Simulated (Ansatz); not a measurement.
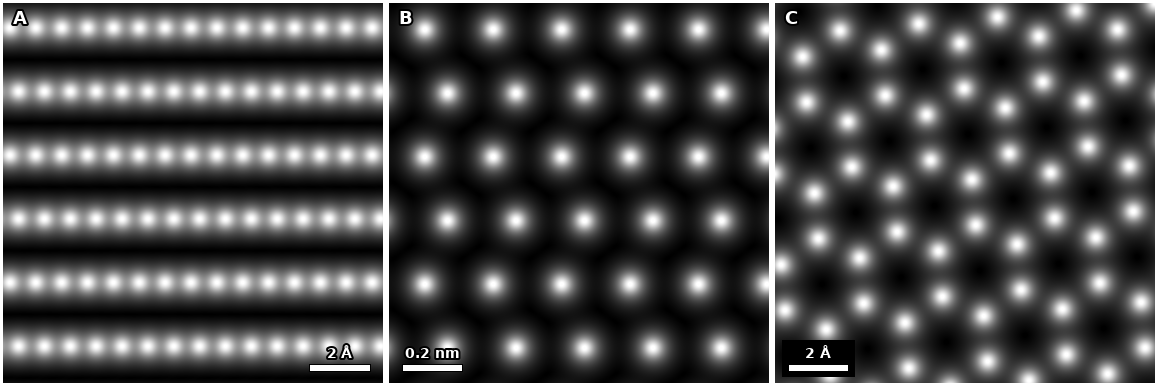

Three views of Rh (P6_3/mmc, No. 194) along different zone axes. Computed as the sum of neutral-atom potentials (tabulated electron scattering factors, B = 0.8 Å²) projected along the beam and smoothed by 0.25 Å; brighter is more positive. The display is stretched by a gamma of 0.6; percentages refer to the linear signal. Model: the geometry relaxed with Ansatz, DFT, r2SCAN, plane waves (500 eV) with PAW, scalar-relativistic; the starting structure was generated, so it need not be a known form of this composition.

```
Rh
1.0
     2.70351    0.00000    0.00000
    -1.35176    2.34131    0.00000
     0.00000    0.00000    4.35688
Rh
2
Cartesian
  0.0000 1.5609 1.0892
  1.3518 0.7804 3.2677
```

**Match the panels to the zone axes [001], [100] and [310].**

A is [310]: projected cell 0.88 × 4.36 Å, 90°. B is [100]: projected cell 2.34 × 4.36 Å, 90°, plane group p2mg. C is [001]: projected cell 2.70 × 2.70 Å, 120°, plane group p6mm.
